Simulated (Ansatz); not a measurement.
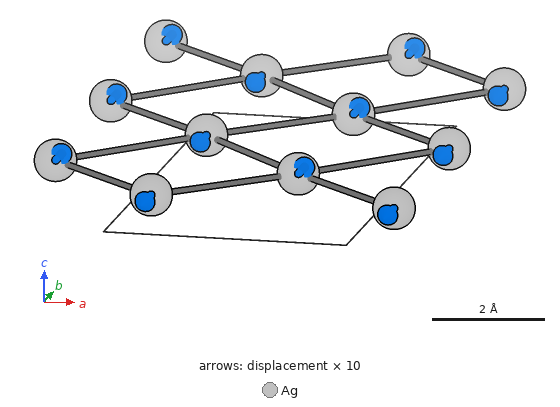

This is a relaxation of a free-standing layer of Ag (a generated structure, set up in Pmma) (coarse preliminary run). The starting structure is drawn; blue arrows show the displacements (the part carried along by the change of the cell is left out), 10 times their true length.

Style: ball-and-stick. Shown: the 1 × 2 repeat of the cell, outlined in the plane, without the vacuum, slightly off an axis.

Level of theory: DFT PBE, scalar-relativistic, plane waves, PAW in Ansatz 0.2.0.

The input:
```yaml
crystal:
  lattice:
    - [4.4464103, 0.0, 0.0]
    - [0.0, 4.45826014, 0.0]
    - [0.0, 0.0, 14.0]
  atoms:
    - { symbol: Ag, position: [0.25, 0.76737275, 0.5] }
    - { symbol: Ag, position: [0.75, 0.23262725, 0.5] }
  periodic: [true, true, false]
basis:
  ecutwfc: 420
kpoints:
  mp_grid: { grid: [4, 4, 1] }
hamiltonian:
  xc: pbe
scf:
  occupations: { method: gaussian, width: 0.1 }
  lower_state_search: "off"
output:
  forces: true
  stress: true
  eigenvalues: true
relax:
  adjacent_minimum: "off"
  f_tol: 0.04
  max_steps: 70
  cell: { stress_2d_tol: 0.16 }
```

Command:
```bash
ansatz run input.yaml --threads 1 --pin off --max-ram 2048MiB --backend cpu --events-out ev --progress --plain --runs-dir out
```

**Describe the change and its energy.**

The energy falls by 1.460 eV per cell of the calculation in 10 accepted moves (12 points after the start). Largest force component: 0.17 eV/Å at the start, 0.0012 eV/Å at the end. The line search rejected the trial step at point 7 of the run. At 1 point the geometry stayed and the basis and grid were re-selected for the new cell (energy shift of 1.7 meV per cell of the calculation at most each time). The largest moves relative to the cell and the layer's centre, 0.085 Å, are those of Ag1 and Ag2. Ag1 goes within the plane. In the plane the drawn cell goes a 4.446 → 2.746 Å (−38.2 %), b 8.917 → 9.777 Å (+9.6 %). Some distances before and after: Ag1–Ag1 4.446 → 2.746 Å, Ag1–Ag2 3.260 → 2.804 Å, Ag1–Ag2 (another image) 3.041 → 2.803 Å. Among the angles between lasting bonds that change: Ag2–Ag1–Ag2 94.0° → 58.7°, Ag2–Ag1–Ag2 90.0° → 121.4°, Ag2–Ag1–Ag2 86.0° → 58.6°. The program noted that it reset the height of the cell. The run took 67 s on 1 thread of Intel(R) Xeon(R) Platinum 8488C (Sapphire Rapids) (shared host), peak memory 0.6 GiB.
